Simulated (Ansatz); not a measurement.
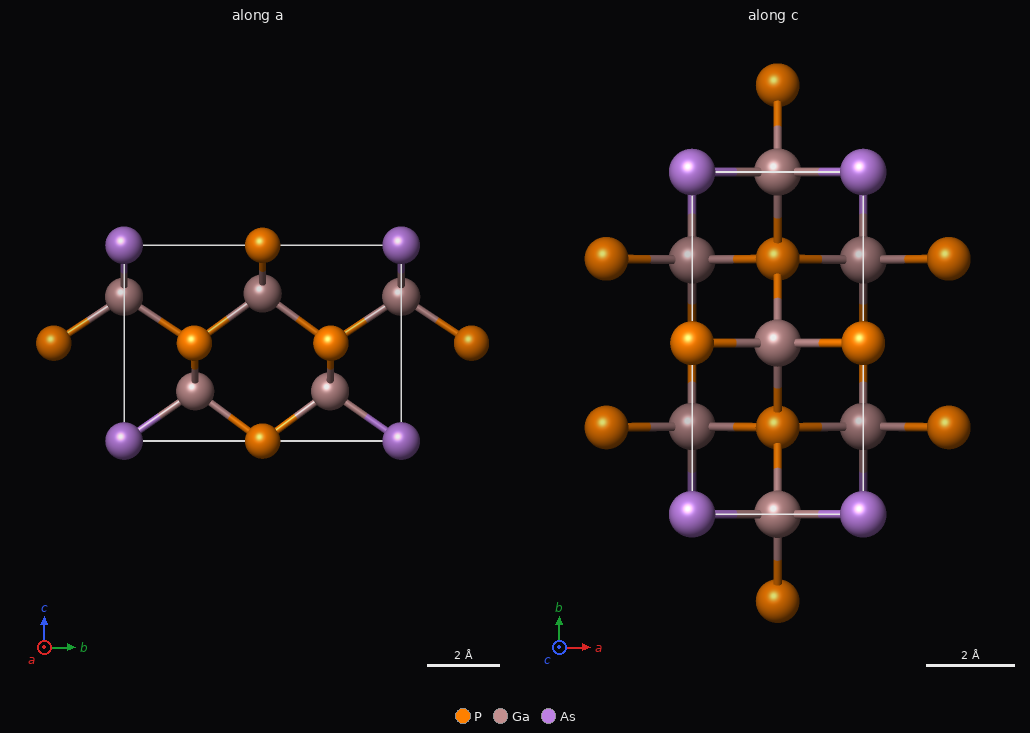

View along the a axis and along the c axis, drawn as a ball-and-stick model. One conventional unit cell is framed, with atoms on its boundary repeated. Some neighbours outside the box are added.

Ga$_{4}$AsP$_{3}$, space group Pmm2 (No. 25), a = 3.89 Å, b = 7.79 Å, c = 5.50 Å, α = 90.00°, β = 90.00°, γ = 90.00°.

Electronic-structure method: difference of finished runs, DFT, r2SCAN, plane waves, PAW (Ansatz). Parameters: a kinetic-energy cutoff of 500 eV.

### Predict the gap.

A semiconductor at this level, with a gap of 1.68 eV.

The cell started as a structure type filled with these elements by a generator (whether the compound takes this form wasn't checked). Earlier steps of the study may have refined or changed the cell and positions. It was the input of a calculation with Ansatz.
